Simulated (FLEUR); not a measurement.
# free Co(001) film, 6 layers: anisotropy by force theorems

One state of free Co(001) film, 6 layers is converged without symmetry. Force theorems then give its anisotropy.

Program: FLEUR MaX-R8.1. Level of theory: PBE; all-electron FLAPW film, Dirac cores, scalar-relativistic bands. Results are calculated unless marked as measured.

### 1. The structure

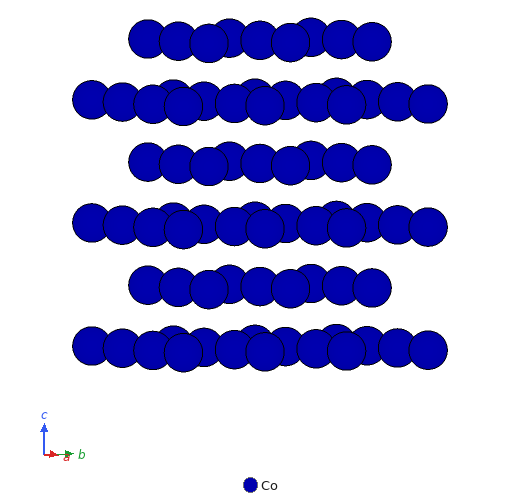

Start, viewed from the side, with the c axis up; cobalt blue. 3×3×1 cells are drawn. Some periodic images of atoms are drawn too.

The cell holds 6 atoms: 6 Co. Cell: a = 2.507 Å, b = 2.507 Å, c = 22.863 Å, α = 90.0°, β = 90.0°, γ = 90.0°. Layers at typed spacings, unrelaxed. Vacuum lies along c.

As a file:

```xyz
6
Lattice="2.5067 0.0000 0.0000 0.0000 2.5067 0.0000 0.0000 0.0000 22.8625" Properties=species:S:1:pos:R:3
Co    0.0000    0.0000    7.0000
Co    1.2533    1.2533    8.7725
Co    0.0000    0.0000   10.5450
Co    1.2533    1.2533   12.3175
Co    0.0000    0.0000   14.0900
Co    1.2533    1.2533   15.8625
```

### 2. Self-consistent state

The force theorems are single passes in this state's potential, so it has to be converged first.

No symmetry is used, so that later steps may turn the spins freely; k and −k are joined. FLEUR takes the sheet as a true film: the images along c are dropped, heights are typed in bohr, and the vacuum on both sides is semi-infinite. inpgen writes inp.xml from crystal.txt; cutoffs, mixing, functional, smearing and local orbitals are then set in the file. The k list scf (kpts.xml, not shown) is a Γ-centred 12×12×1 mesh; where the ranks do not divide the number of points, some are split in two of half the weight.

Input file inp.xml:

```
<?xml version="1.0" encoding="UTF-8" standalone="no"?>
<fleurInput fleurInputVersion="0.39">
   <comment>
      Co
   </comment>
   <calculationSetup>
      <cutoffs Kmax="3.64" Gmax="10.9" GmaxXC="10.9" numbands="0"/>
      <scfLoop itmax="150" minDistance="0.00002" maxIterBroyd="15" imix="Anderson" alpha="0.03" precondParam="0.0" spinf="2.0" sdNocoIR="T"/>
      <coreElectrons ctail="F" frcor="F" kcrel="0" coretail_lmax="0"/>
      <xcFunctional name="pbe" relativisticCorrections="F"/>
      <magnetism jspins="2" l_noco="F" l_ss="F">
         <qss>0.0 0.0 0.0</qss>
         <mtNocoParams l_mperp="F" l_mtNocoPot="F" l_relaxSQA="F" mag_mixing_scheme="0" mix_RelaxWeightOffD="1.0" l_constrained="F" mix_constr="1.0"/>
         <sourceFreeMag l_sourceFree="F" l_scaleMag="F" mag_scale="1.0"/>
      </magnetism>
      <soc l_soc="F" theta="0.0" phi="0.0" spav="F"/>
      <expertModes spex="0" secvar="F"/>
      <geometryOptimization l_f="F" forcealpha="1.0" forcemix="BFGS" epsdisp="0.00001" epsforce="0.00001"/>
      <ldaU l_linMix="F" mixParam="0.05" spinf="1.0"/>
   </calculationSetup>
   <cell>
      <bzIntegration valenceElectrons="102.0" mode="hist" fermiSmearingEnergy="0.00183747">
         <kPointListSelection listName="scf"/>
         <xi:include xmlns:xi="http://www.w3.org/2001/XInclude" href="kpts.xml"> </xi:include>
      </bzIntegration>
      <xi:include xmlns:xi="http://www.w3.org/2001/XInclude" href="sym.xml"> </xi:include>
      <filmLattice scale="1.0" dVac="22.05" dTilda="24.55">
         <bravaisMatrixFilm>
            <row-1>    4.7369764765348199     0.0000000000000000</row-1>
            <row-2>    0.0000000000000000     4.7369764765348199</row-2>
         </bravaisMatrixFilm>
         <vacuumEnergyParameters vacuum="1" spinUp="-.25" spinDown="-.25"/>
         <vacuumEnergyParameters vacuum="2" spinUp="-.25" spinDown="-.25"/>
      </filmLattice>
   </cell>
   <atomSpecies>
      <species name="Cobalt (Co2.000" element="Co" atomicNumber="27">
         <mtSphere radius="2.25" gridPoints="745" logIncrement="0.016"/>
         <atomicCutoffs lmax="8" lnonsphr="6"/>
         <electronConfig flipSpins="F">
            <coreConfig>(1s1/2) (2s1/2) (2p1/2) (2p3/2)</coreConfig>
            <valenceConfig>(3s1/2) (3p1/2) (3p3/2) (4s1/2) (3d3/2) (3d5/2)</valenceConfig>
            <stateOccupation state="(3d3/2)" spinUp="1.5" spinDown="1.3"/>
            <stateOccupation state="(3d5/2)" spinUp="3.0" spinDown="1.2"/>
         </electronConfig>
         <energyParameters s="4" p="4" d="3" f="4"/>
         <lo type="SCLO" l="0" n="3" eDeriv="0"/>
         <lo type="SCLO" l="1" n="3" eDeriv="0"/>
      </species>
   </atomSpecies>
   <atomGroups>
      <atomGroup species="Cobalt (Co2.000">
         <filmPos label="                   1">.0000000000 .0000000000 -8.3738592360</filmPos>
         <force calculate="T" relaxXYZ="TTT"/>
         <nocoParams  alpha="0.0" beta="0.0"/>
      </atomGroup>
      <atomGroup species="Cobalt (Co2.000">
         <filmPos label="                   2">1.000/2.000 1.000/2.000 -5.0243069008</filmPos>
         <force calculate="T" relaxXYZ="TTT"/>
         <nocoParams  alpha="0.0" beta="0.0"/>
      </atomGroup>
      <atomGroup species="Cobalt (Co2.000">
         <filmPos label="                   3">.0000000000 .0000000000 -1.6747545657</filmPos>
         <force calculate="T" relaxXYZ="TTT"/>
         <nocoParams  alpha="0.0" beta="0.0"/>
      </atomGroup>
      <atomGroup species="Cobalt (Co2.000">
         <filmPos label="                   4">1.000/2.000 1.000/2.000 1.6747545657</filmPos>
         <force calculate="T" relaxXYZ="TTT"/>
         <nocoParams  alpha="0.0" beta="0.0"/>
      </atomGroup>
      <atomGroup species="Cobalt (Co2.000">
         <filmPos label="                   5">.0000000000 .0000000000 5.0243069008</filmPos>
         <force calculate="T" relaxXYZ="TTT"/>
         <nocoParams  alpha="0.0" beta="0.0"/>
      </atomGroup>
      <atomGroup species="Cobalt (Co2.000">
         <filmPos label="                   6">1.000/2.000 1.000/2.000 8.3738592360</filmPos>
         <force calculate="T" relaxXYZ="TTT"/>
         <nocoParams  alpha="0.0" beta="0.0"/>
      </atomGroup>
   </atomGroups>
   <output dos="F" band="F" slice="F">
      <bandDOS minEnergy="-.5*Htr" maxEnergy="0.5*Htr" sigma="0.015" storeEVData="T"/>
      <plotting iplot="0" polar="F">
         <plot TwoD="T" vec1="  1.0  0.0  0.0" vec2="  0.0  1.0  0.0" vec3="  0.0  0.0  1.0" zero="  0.0  0.0 -0.5" file="plot"/>
      </plotting>
      <moessbauerParams electricFieldGradient="F" isomerShift="F" coreHyperfine="F" valenceHyperfine="F"/>
   </output>
</fleurInput>
```

Input file crystal.txt:

```
Co
&input film=T cartesian=F /
2.50670000000  0.00000000000  0.00000000000
0.00000000000  2.50670000000  0.00000000000
0.00000000000  0.00000000000  1.00000000000
1.8897261246
1.0 1.0 1.0

6
27 0.00000000000  0.00000000000  -8.37385923600 : 2.000
27 0.50000000000  0.50000000000  -5.02430690083 : 2.000
27 0.00000000000  0.00000000000  -1.67475456565 : 2.000
27 0.50000000000  0.50000000000  1.67475456565 : 2.000
27 0.00000000000  0.00000000000  5.02430690083 : 2.000
27 0.50000000000  0.50000000000  8.37385923600 : 2.000

&kpt div1=12 div2=12 div3=1 gamma=T /
```

The run is started by

```
> OMP_NUM_THREADS=1 inpgen -f crystal.txt -nosym -noco > inpgen.log  # inp.xml is then edited as shown
> OMP_NUM_THREADS=1 mpirun -n 4 fleur_MPI > fleur.log
```

Log:

```text
Welcome to FLEUR        (www.flapw.de)
      MaX-Release 8.1          (www.max-centre.eu)

 ========== k-point set info ==========
 Selected k-point list: scf
 k-point list type: mesh
 0 x 0 x 0
 Number of k points: 76

 ------------Calculation Setup---------------------------
 Number of MPI-tasks      :            4
 Number of PE/node        :            4
 Number of OMP-threads    :            1
 k-points in parallel     :            4
 pe's per k-point         :            1
 No of k-point loops      :           19
 Eigenvalue solver        :       lapack
 Number of basis functions:          496
 Approximate size of matrices (H+S) per k-point:         0.007 GB
 --------------------------------------------------------
 Iteration:     1   Distance:      44.01568002 me/bohr^3
 Iteration:     2   Distance:      71.86999567 me/bohr^3
 Iteration:     3   Distance:      20.69267801 me/bohr^3
 Iteration:     4   Distance:      19.65811251 me/bohr^3
 Iteration:     5   Distance:      16.23878832 me/bohr^3
 Iteration:     6   Distance:       6.65871117 me/bohr^3
 Iteration:     7   Distance:       5.52781881 me/bohr^3
 Iteration:     8   Distance:       5.16836650 me/bohr^3
 Iteration:     9   Distance:       6.15895605 me/bohr^3
 Iteration:    10   Distance:       5.24518349 me/bohr^3
[... 41 iterations left out ...]
 Iteration:    52   Distance:       0.00006327 me/bohr^3
 Iteration:    53   Distance:       0.00006706 me/bohr^3
 Iteration:    54   Distance:       0.00003865 me/bohr^3
 Iteration:    55   Distance:       0.00003916 me/bohr^3
 Iteration:    56   Distance:       0.00002190 me/bohr^3
 Iteration:    57   Distance:       0.00003908 me/bohr^3
 Iteration:    58   Distance:       0.00023092 me/bohr^3
 Iteration:    59   Distance:       0.00003339 me/bohr^3
 Iteration:    60   Distance:       0.00002666 me/bohr^3
 Iteration:    61   Distance:       0.00000463 me/bohr^3

 ********************************************************************
 Run finished successfully
 Stop message:
   all done
 ********************************************************************

--- out.xml (last complete iteration) ---
<iteration numberForCurrentRun="   61" overallNumber="   61">
         [... left out ...]
         <bandgap value="0.0000000000" units="eV"/>
         <sumValenceSingleParticleEnergies value="-141.2429130742" units="Htr"/>
         <FermiEnergy value="-0.1689788035" units="Htr"/>
         <valenceDensity>
            <mtCharges spin="1">
               <mtCharge atomType="1" total="8.8356446" s="1.1945784" p="3.1195771" d="4.5109335" f="0.0079691"/>
               <mtCharge atomType="2" total="8.8287863" s="1.1957534" p="3.1686010" d="4.4481604" f="0.0124232"/>
               <mtCharge atomType="3" total="8.8297114" s="1.1974550" p="3.1702748" d="4.4456587" f="0.0124856"/>
               <mtCharge atomType="4" total="8.8297114" s="1.1974550" p="3.1702748" d="4.4456587" f="0.0124856"/>
               <mtCharge atomType="5" total="8.8287863" s="1.1957534" p="3.1686010" d="4.4481604" f="0.0124232"/>
               <mtCharge atomType="6" total="8.8356446" s="1.1945784" p="3.1195771" d="4.5109335" f="0.0079691"/>
            </mtCharges>
            <mtCharges spin="2">
               <mtCharge atomType="1" total="6.9112057" s="1.1887913" p="3.1377446" d="2.5748339" f="0.0076314"/>
               <mtCharge atomType="2" total="7.0798927" s="1.2024960" p="3.2046812" d="2.6573873" f="0.0118595"/>
               <mtCharge atomType="3" total="7.0811795" s="1.2036503" p="3.2061383" d="2.6559696" f="0.0119971"/>
               <mtCharge atomType="4" total="7.0811795" s="1.2036503" p="3.2061383" d="2.6559696" f="0.0119971"/>
               <mtCharge atomType="5" total="7.0798926" s="1.2024960" p="3.2046812" d="2.6573873" f="0.0118595"/>
               <mtCharge atomType="6" total="6.9112057" s="1.1887913" p="3.1377446" d="2.5748339" f="0.0076314"/>
            </mtCharges>
            <spinDependentCharge spin="1" total="56.2605374" interstitial="3.1611272" mtSpheres="52.9882848" vacuum1="0.0555627" vacuum2="0.0555627"/>
            <spinDependentCharge spin="2" total="45.7394628" interstitial="3.4949746" mtSpheres="42.1445557" vacuum1="0.0499663" vacuum2="0.0499663"/>
            <totalCharge value="102.0000002283"/>
         </valenceDensity>
         [... left out ...]
         <allElectronCharges>
            <spinDependentCharge spin="1" total="86.2605374" interstitial="3.1611272" mtSpheres="82.9882848" vacuum1="0.0555627" vacuum2="0.0555627"/>
            <spinDependentCharge spin="2" total="75.7394628" interstitial="3.4949746" mtSpheres="72.1445557" vacuum1="0.0499663" vacuum2="0.0499663"/>
            <totalCharge value="162.0000002299"/>
         </allElectronCharges>
         <magneticMomentsInMTSpheres units="muBohr">
            <globalMagMoment atomType="1" vec="0.00000   0.00000   1.92444"/>
            <localMagMoment atomType="1" vec="0.00000   0.00000   1.92444"/>
            <globalMagMoment atomType="2" vec="0.00000   0.00000   1.74889"/>
            <localMagMoment atomType="2" vec="0.00000   0.00000   1.74889"/>
            <globalMagMoment atomType="3" vec="0.00000   0.00000   1.74853"/>
            <localMagMoment atomType="3" vec="0.00000   0.00000   1.74853"/>
            <globalMagMoment atomType="4" vec="0.00000   0.00000   1.74853"/>
            <localMagMoment atomType="4" vec="0.00000   0.00000   1.74853"/>
            <globalMagMoment atomType="5" vec="0.00000   0.00000   1.74889"/>
            <localMagMoment atomType="5" vec="0.00000   0.00000   1.74889"/>
            <globalMagMoment atomType="6" vec="0.00000   0.00000   1.92444"/>
            <localMagMoment atomType="6" vec="0.00000   0.00000   1.92444"/>
         </magneticMomentsInMTSpheres>
         <moessbauerParams unitsHFF="kG" unitsIS="e/bohr^3" unitsEFG="Htr/bohr^2">
         </moessbauerParams>
         <totalEnergy value="    -8360.7758513723" units="Htr">
            <sumOfEigenvalues value="    -4898.0035684124">
               <coreElectrons value="-4756.7606553382"/>
               <valenceElectrons value="-141.2429130742"/>
            </sumOfEigenvalues>
            <densityCoulombPotentialIntegral value="-12917.3451660409"/>
            <densityEffectivePotentialIntegral value="-13382.3355965469"/>
            <chargeDenXCDenIntegral value="-358.0882633149"/>
            <FockExchangeEnergyValence value="0.0000000000"/>
            <FockExchangeEnergyCore value="0.0000000000"/>
            <atomTypeDependentContributions atomType="1">
               <electronNucleiInteractionDifferentMTs value="1666.4937189271"/>
               <MadelungTerm value="-4.9042606995"/>
            </atomTypeDependentContributions>
            <atomTypeDependentContributions atomType="2">
               <electronNucleiInteractionDifferentMTs value="1667.5180152230"/>
               <MadelungTerm value="-3.8649039034"/>
            </atomTypeDependentContributions>
            <atomTypeDependentContributions atomType="3">
               <electronNucleiInteractionDifferentMTs value="1667.5247135859"/>
               <MadelungTerm value="-3.8679042297"/>
            </atomTypeDependentContributions>
            <atomTypeDependentContributions atomType="4">
               <electronNucleiInteractionDifferentMTs value="1667.5247135900"/>
               <MadelungTerm value="-3.8679042336"/>
            </atomTypeDependentContributions>
            <atomTypeDependentContributions atomType="5">
               <electronNucleiInteractionDifferentMTs value="1667.5180152314"/>
               <MadelungTerm value="-3.8649039130"/>
            </atomTypeDependentContributions>
            <atomTypeDependentContributions atomType="6">
               <electronNucleiInteractionDifferentMTs value="1666.4937189194"/>
               <MadelungTerm value="-4.9042607154"/>
            </atomTypeDependentContributions>
            <tkbTimesEntropy value="0.0022380873"/>
            <freeEnergy value="-8360.7780894596"/>
            <extrapolationTo0K value="-8360.7769704160"/>
         </totalEnergy>
         <densityConvergence units="me/bohr^3">
            <chargeDensity spin="1" distance="0.0000018219"/>
            <chargeDensity spin="2" distance="0.0000033869"/>
            <overallChargeDensity distance="0.0000028509"/>
            <spinDensity distance="0.0000046318"/>
         </densityConvergence>
      </iteration>
```

Wall time 10 min (4 MPI ranks of Arm Neoverse V2, shared host); peak memory 1.2 GiB; 42 min of CPU time.

Spin moment in the muffin-tin sphere by atom:

| atom | spin moment in the muffin-tin sphere (μB) |
| --- | --- |
| Co1 | 1.92 |
| Co2 | 1.75 |
| Co3 | 1.75 |
| Co4 | 1.75 |
| Co5 | 1.75 |
| Co6 | 1.92 |

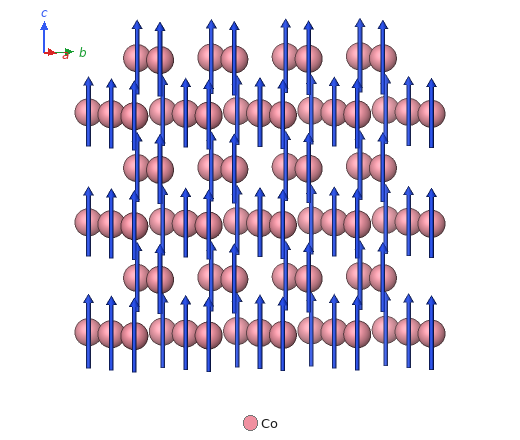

Spin moment in the muffin-tin sphere as arrows, the longest 1.92 μB. Up and down stand for the sign. Arrows give size and sign along the axis of quantisation, drawn up and down the page. 2×4×1 cells are drawn. Some periodic images of atoms are drawn too.

Numbers from this step:

| Property | Result |
| --- | --- |
| free energy | -227508.3619 eV |
| program's band gap on this mesh (in a metal only a level spacing) | 0 eV |
| magnetization | 10.52 μB |
| final state | ferromagnetic |

After 61 cycles the largest moment stands at 1.92 μB.

### 3. Anisotropy by the force theorem, rung 1

Anisotropy is a small difference, so it is taken from sums over occupied states at a frozen potential, where most errors cancel.

One pass with spin–orbit coupling for each direction, from the saved density. Inversion lets half of the mesh serve, which the program's warning doesn't know. The k list mae (kpts.xml, not shown) is a Γ-centred 20×20×1 mesh.

Edit inp.xml of step 2 so:

```diff
@@ -6,4 +6,4 @@
    <calculationSetup>
-      <cutoffs Kmax="3.64" Gmax="10.9" GmaxXC="10.9" numbands="0"/>
-      <scfLoop itmax="150" minDistance="0.00002" maxIterBroyd="15" imix="Anderson" alpha="0.03" precondParam="0.0" spinf="2.0" sdNocoIR="T"/>
+      <cutoffs Kmax="3.64" Gmax="10.9" GmaxXC="10.9" numbands="198"/>
+      <scfLoop itmax="1" minDistance="0.00002" maxIterBroyd="15" imix="Anderson" alpha="0.03" precondParam="0.0" spinf="2.0" sdNocoIR="T"/>
       <coreElectrons ctail="F" frcor="F" kcrel="0" coretail_lmax="0"/>
@@ -15,3 +15,3 @@
       </magnetism>
-      <soc l_soc="F" theta="0.0" phi="0.0" spav="F"/>
+      <soc l_soc="T" theta="0.0" phi="0.0" spav="F"/>
       <expertModes spex="0" secvar="F"/>
@@ -22,3 +22,3 @@
       <bzIntegration valenceElectrons="102.0" mode="hist" fermiSmearingEnergy="0.00183747">
-         <kPointListSelection listName="scf"/>
+         <kPointListSelection listName="mae"/>
          <xi:include xmlns:xi="http://www.w3.org/2001/XInclude" href="kpts.xml"> </xi:include>
@@ -89,2 +89,5 @@
    </output>
+   <forceTheorem>
+      <MAE theta="0.0 1.5707963 1.5707963" phi="0.0 0.0 1.5707963"/>
+   </forceTheorem>
 </fleurInput>
```

The run is started by

```
> OMP_NUM_THREADS=1 mpirun -n 4 fleur_MPI -warn_only > fleur.log
```

Log:

```text
[banner, memory and clock lines left out]
Welcome to FLEUR        (www.flapw.de)
      MaX-Release 8.1          (www.max-centre.eu)
************FLEUR-Warning*****************
Error message: k-point set is not compatible to missing time-reversal symmetry in calculation.
Error occurred in subroutine: gen_bz
Error from PE:0/4
Other PEs with error messages:
     2-k-point set is not compatible to missing time-reversal symmetry in calculation.
     3-k-point set is not compatible to missing time-reversal symmetry in calculation.
*****************************************

 ========== k-point set info ==========
 Selected k-point list: mae
 k-point list type: mesh
 0 x 0 x 0
 Number of k points: 204

 [... set-up left out ...]
 ********************************************************************
 Run finished successfully
 Stop message:
   Forcetheorem MAE
 ********************************************************************

--- out.xml (force theorem) ---
<Forcetheorem_MAE Angles="3" units="Htr">
            <Angle theta="0.0000000" phi="0.0000000" ev-sum="-141.247449051"/>
            <Angle theta="1.5707963" phi="0.0000000" ev-sum="-141.247476463"/>
            <Angle theta="1.5707963" phi="1.5707963" ev-sum="-141.247476463"/>
         </Forcetheorem_MAE>
```

Run time: 2.7 min. Hardware: 4 MPI ranks; peak memory 1.8 GiB; 11 min of CPU time.

Anisotropy energies, by row:

| axis | x | y | z | band energy less the first axis' (meV a cell) |
| --- | --- | --- | --- | --- |
| z | 0 | 0 | 1 | 0 |
| x | 1 | 0 | 0 | -0.7459 |
| y | 0 | 1 | 0 | -0.7459 |

Shape anisotropy is not in these numbers.

### 4. Anisotropy by the force theorem, rung 2

A second rung shows how far the first can be trusted.

The k list mae (kpts.xml, not shown) is a Γ-centred 30×30×1 mesh.

inp.xml is that of step 3.

Log:

```text
[banner, memory and clock lines left out]
Welcome to FLEUR        (www.flapw.de)
      MaX-Release 8.1          (www.max-centre.eu)
************FLEUR-Warning*****************
Error message: k-point set is not compatible to missing time-reversal symmetry in calculation.
Error occurred in subroutine: gen_bz
Error from PE:1/4
*****************************************
************FLEUR-Warning*****************
Error message: k-point set is not compatible to missing time-reversal symmetry in calculation.
Error occurred in subroutine: gen_bz
Error from PE:0/4
[...]
========== k-point set info ==========
 Selected k-point list: mae
 k-point list type: mesh
 0 x 0 x 0
 Number of k points: 452

 [... set-up left out ...]
 ********************************************************************
 Run finished successfully
 Stop message:
   Forcetheorem MAE
 ********************************************************************

--- out.xml (force theorem) ---
<Forcetheorem_MAE Angles="3" units="Htr">
            <Angle theta="0.0000000" phi="0.0000000" ev-sum="-141.247323626"/>
            <Angle theta="1.5707963" phi="0.0000000" ev-sum="-141.247350887"/>
            <Angle theta="1.5707963" phi="1.5707963" ev-sum="-141.247350887"/>
         </Forcetheorem_MAE>
```

It took 6 min on 4 MPI ranks; peak memory 3.3 GiB; 24 min of CPU time.

Anisotropy energies, by row:

| axis | x | y | z | band energy less the first axis' (meV a cell) |
| --- | --- | --- | --- | --- |
| z | 0 | 0 | 1 | 0 |
| x | 1 | 0 | 0 | -0.7418 |
| y | 0 | 1 | 0 | -0.7418 |

(Continued in part 2 of 2.)

[Logs and program files are shortened in this print: banners, set-up blocks, solver, clock and traceback lines can be left out without a mark of their own.]

[Logs are printed without paths, hosts, clocks, repeated set-up lines and the standing remarks that a program may print on its own settings, such as how far it seeks lower states.]

[Hosts, paths, dates, database ids (printed as entryN), source tags and the programs' standing remarks are cut or masked in the printed files.]

[Where a cell is said to come from a database of computed structures, the database is the Materials Project.]
